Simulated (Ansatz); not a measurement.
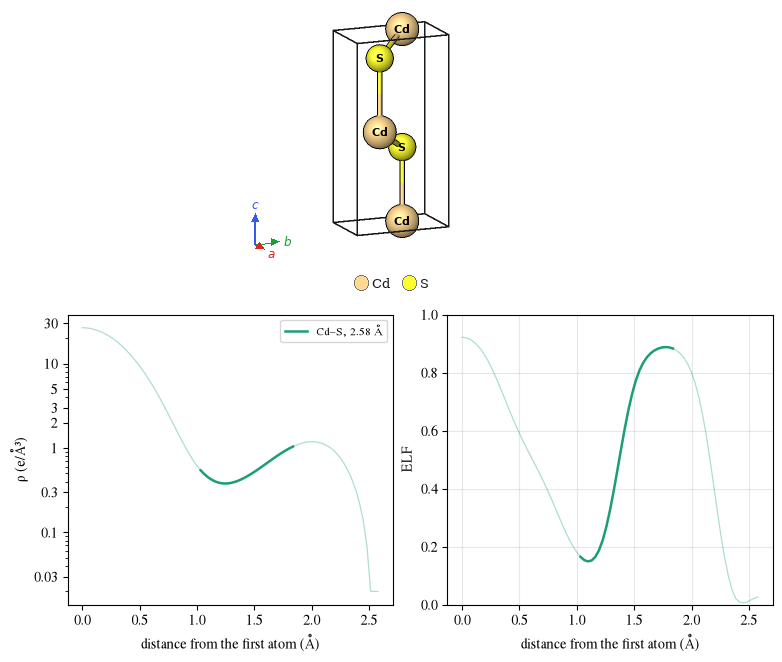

Figure. CdS. Valence charge density (pseudo) and ELF along straight lines between neighbouring atoms. Thin, pale parts lie inside the atomic spheres. The structure is drawn too.

Space group P6₃mc; changed on purpose from its base cell (equal xx and yy strain of +3 %, PAW files).

Method: Ansatz, DFT, PBE, PAW with Ansatz's default frozen-core files, scalar-relativistic.

The density is the valence pseudo-density of a PAW calculation; it isn't the true density close to the nuclei.

Input file:

```
crystal:
  lattice:
    - [4.2588431795, 0.0, 0.0]
    - [-2.1294215898, 3.6882663842, 0.0]
    - [0.0, 0.0, 6.749]
  atoms:
    - { symbol: Cd, position: [0.3333333333, 0.6666666667, 0.0] }
    - { symbol: Cd, position: [0.6666666667, 0.3333333333, 0.5] }
    - { symbol: S, position: [0.3333333333, 0.6666666667, 0.385] }
    - { symbol: S, position: [0.6666666667, 0.3333333333, 0.885] }
kpoints:
  mp_grid: { grid: [7, 7, 4] }
scf:
  occupations: { method: fermi_dirac, width: 0.01 }
hamiltonian:
  xc: pbe
  pseudopotentials: { kind: paw }
output:
  forces: true
  stress: true
  eigenvalues: true
  efg: { contact_densities: true }
  write_density: true
  write_potential: true
  elf: true
  volumetric_format: npy
```

Run with:

```sh
ansatz run input.yaml --threads 1 --pin off --max-ram 4096MiB --backend cpu --events-out ev --progress --plain --runs-dir out
```

Below, planes, directions and counts refer to the conventional cell (a = 4.26 Å, b = 4.26 Å, c = 6.75 Å, α = 90.00°, β = 90.00°, γ = 120.00°).

Question: What can be read from the curves?

Answer: Cd–S (2.58 Å): ρ is about 0.38 e/Å³ halfway; the ELF peaks at about 0.90 in the valence shell of S, 0.8 Å from its nucleus, and drops to about 0.15 between the two atoms.
